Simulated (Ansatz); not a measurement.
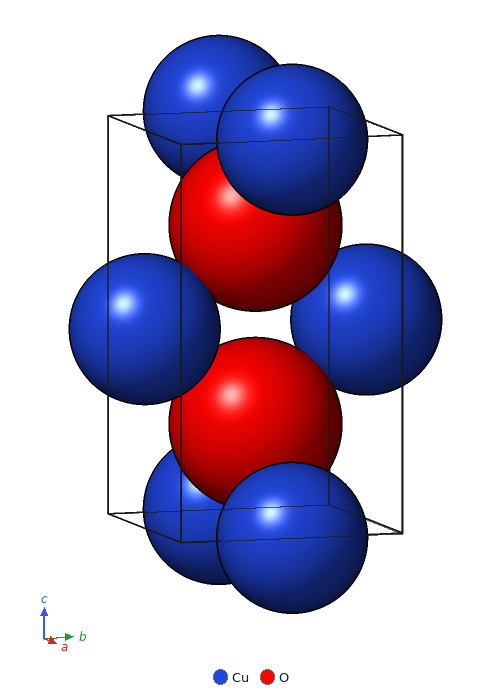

An orthographic space-filling view of the structure, slightly off an axis. The wireframe shows the unit cell. Cell: a = 2.973 Å, b = 2.973 Å, c = 5.114 Å, α = 90.00°, β = 90.00°, γ = 90.06°.

The compound is CuO. Within 0.01 Å the space group is P4_2/mmc (No. 131), primitive tetragonal. Content of the cell: 2 Cu, 2 O (Z = 2). Cu is coordinated by four O in a distorted square planar arrangement at about 2.0 Å. O sits among four Cu in a distorted tetrahedral arrangement at about 2.0 Å.

The initial geometry was a structure listed in the Materials Project. It was relaxed at fixed volume with DFT PBEsol, scalar-relativistic, plane waves, PAW (Ansatz).

At this level of theory the run's own cell isn't at rest (stretched, at -8 GPa), so its distances can differ from those at equilibrium, the more so the softer the solid.
